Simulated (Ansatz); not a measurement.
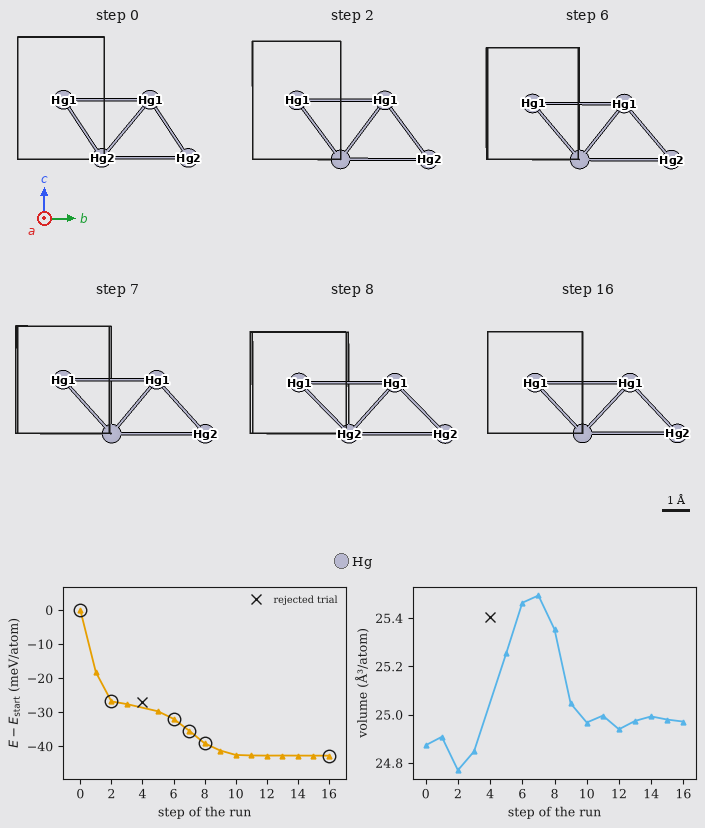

Frames of a relaxation of crystalline Hg (set up in P-1), marked on the history of the run. Style: ball-and-stick. Shown: the cell of the calculation, repeated 1 × 2 × 1 with one cell outlined, along the a axis.

Case: all atoms moved at random, sigma 0.25 Å for each component; relaxed back.

All numbers below come from DFT PBE+D3(BJ), scalar-relativistic, plane waves, PAW in Ansatz 0.2.0. Set-up: plane-wave cutoff 420 eV; k-point mesh 10 × 10 × 8; occupations gaussian; smearing width 0.15 eV; no spin polarisation; cell and atoms relaxed; force threshold 0.01 eV/Å; at most 80 steps.

**What happens along the run?**

The run was cut off at its time limit before the program reported convergence, but its last step already meets the force threshold: the largest component is 0.0017 eV/Å against 0.01 eV/Å. The pressure is within 0.01 GPa of its target. Over 15 accepted moves (16 points after the start) the energy falls by 42.7 meV per atom. Largest force component: 0.34 eV/Å at the start, 0.0017 eV/Å at the end. Pressure: 0.54 GPa at the start and 0.01 GPa at the end. The line search rejected the trial step at point 4 of the run. The largest moves relative to the cell, 0.21 Å, are those of Hg1 and Hg2. Hg1 goes along [3 −2 1]. Cell: a 3.277 → 3.621 Å (+10.5 %), b 3.277 → 3.589 Å (+9.5 %), c 4.634 → 3.843 Å (−17.1 %). Volume +0.4 %. Some distances before and after: Hg1–Hg2 3.614 → 3.191 Å, Hg1–Hg1 3.277 → 3.621 Å, Hg1–Hg1 (another image) 3.277 → 3.589 Å, Hg1–Hg2 (another image) 3.463 → 3.192 Å. Bond angles that change, for instance: Hg2–Hg1–Hg2 99.3° → 74.0°, Hg2–Hg1–Hg2 129.3° → 110.9°, Hg2–Hg1–Hg2 92.2° → 106.0°. The space group (tolerance 0.01 Å) goes from P-1 (No. 2) to Immm (No. 71). The run took 81 s on 4 threads of Intel(R) Xeon(R) Processor @ 2.30GHz, with other jobs on the host, peak memory 0.74 GiB. From step 0 to 2: Hg atoms move most (0.18 Å), volume −0.4 %, energy −26.8 meV per atom. From step 2 to 6: Hg atoms move most (0.04 Å), volume +2.8 %, energy −5.1 meV per atom. From step 6 to 7: volume +0.1 %, energy −3.5 meV per atom. From step 7 to 8: volume −0.6 %, energy −3.7 meV per atom. From step 8 to 16: Hg atoms move most (0.03 Å), volume −1.5 %, energy −3.6 meV per atom.

```csv
step,"E − E(0), meV/atom","largest force component, eV/Å","pressure, GPa","volume, Å³/atom",note
0,0.00,0.3400,0.54,24.874,
1,-18.24,0.1085,0.00,24.908,
2,-26.82,0.0057,0.12,24.770,
3,-27.61,0.0073,0.20,24.848,
4,-27.12,0.1209,0.07,25.406,rejected
5,-29.72,0.0107,0.03,25.254,
6,-31.94,0.0345,-0.13,25.464,
7,-35.39,0.0406,-0.33,25.494,
8,-39.13,0.0493,-0.39,25.353,
9,-41.23,0.0459,-0.01,25.047,
10,-42.53,0.0025,0.03,24.968,
11,-42.69,0.0002,-0.02,24.996,
12,-42.73,0.0048,0.05,24.940,
13,-42.71,0.0075,0.01,24.974,
14,-42.73,0.0017,-0.02,24.993,
15,-42.74,0.0012,0.00,24.980,
16,-42.75,0.0017,0.01,24.971,
```
